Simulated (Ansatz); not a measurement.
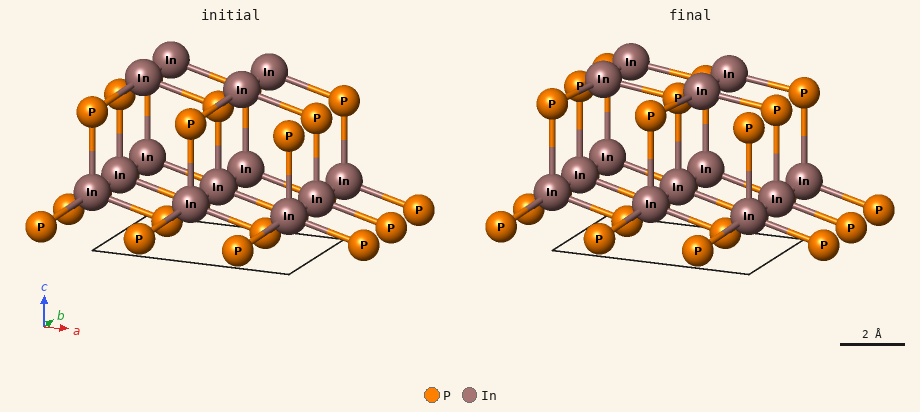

The structure of a slab of composition InP (cut from the F-43m phase) before (left) and after (right) a constrained relaxation, at one scale.

A ball-and-stick model of the cell of the calculation, outlined in the plane, without the vacuum (origin shifted), seen from a free direction.

Case: clean slab, lower planes held. The slab is the (1 1 1) face of InP. 8 atoms are held fixed.

Level of theory: DFT PBE+D3(BJ), scalar-relativistic, plane waves, PAW (Ansatz 0.2.0).

Input
```yaml
crystal:
  lattice:
    - [8.3347933232, 0.0, 0.0]
    - [-4.1673966616, 7.2181427532, 0.0]
    - [0.0, 0.0, 20.253331407]
  atoms:
    - { symbol: P, position: [0.5, 0.0, 0.3949967459] }
    - { symbol: P, position: [0.5, 0.5, 0.3949967459] }
    - { symbol: P, position: [0.0, 0.0, 0.3949967459] }
    - { symbol: P, position: [0.0, 0.5, 0.3949967459] }
    - { symbol: In, position: [0.1666666667, 0.8333333333, 0.4369980476] }
    - { symbol: In, position: [0.1666666667, 0.3333333333, 0.4369980476] }
    - { symbol: In, position: [0.6666666667, 0.8333333333, 0.4369980476] }
    - { symbol: In, position: [0.6666666667, 0.3333333333, 0.4369980476] }
    - { symbol: P, position: [0.6666666667, 0.8333333333, 0.5630019524] }
    - { symbol: P, position: [0.6666666667, 0.3333333333, 0.5630019524] }
    - { symbol: P, position: [0.1666666667, 0.8333333333, 0.5630019524] }
    - { symbol: P, position: [0.1666666667, 0.3333333333, 0.5630019524] }
    - { symbol: In, position: [0.3333333333, 0.6666666667, 0.6050032541] }
    - { symbol: In, position: [0.3333333333, 0.1666666667, 0.6050032541] }
    - { symbol: In, position: [0.8333333333, 0.6666666667, 0.6050032541] }
    - { symbol: In, position: [0.8333333333, 0.1666666667, 0.6050032541] }
basis:
  ecutwfc: 420
kpoints:
  mp_grid: { grid: [2, 2, 1] }
hamiltonian:
  xc: pbe
  dispersion: d3bj
scf:
  occupations: { method: gaussian, width: 0.05 }
output:
  forces: true
  eigenvalues: true
  write_density: true
  write_potential: true
  elf: true
  volumetric_format: npy
relax:
  adjacent_minimum: "off"
  f_tol: 0.03
  max_steps: 70
  constraints: [{ sites: [0, 1, 2, 3, 4, 5, 6, 7] }]
efield:
  axis: 3
  dipole_correction: true
  ramp_width: 0.04
```

Run as
```bash
ansatz run input.yaml --threads 4 --pin off --max-ram 12288MiB --backend cpu --events-out ev --progress --plain --runs-dir out
```

> Summarise the run.

The energy falls by 0.435 eV per cell of the calculation in 3 geometry steps. Largest force component: 1.1 eV/Å at the start, 0.019 eV/Å at the end. The largest moves, 0.26 Å, are those of P9, P10, P11 and P12. P9 goes along the normal (+c). By element the largest moves are P 0.26 Å, In 0.06 Å. The lattice vectors keep their values. Near-neighbour distances that change, for instance: In5–P11 2.552 → 2.809 Å, P10–In14 2.552 → 2.465 Å. Bond angles that change, for instance: In8–P10–In14 109.5° → 102.5°, In14–P10–In15 109.5° → 115.4°, P9–In13–P11 109.5° → 115.4°. Cost: 16 s on 4 threads of Intel(R) Xeon(R) Platinum 8488C (Sapphire Rapids), on a shared host, peak memory 1.7 GiB.

Limits of the set-up: the k-point mesh is coarse for a cell with partly filled bands.
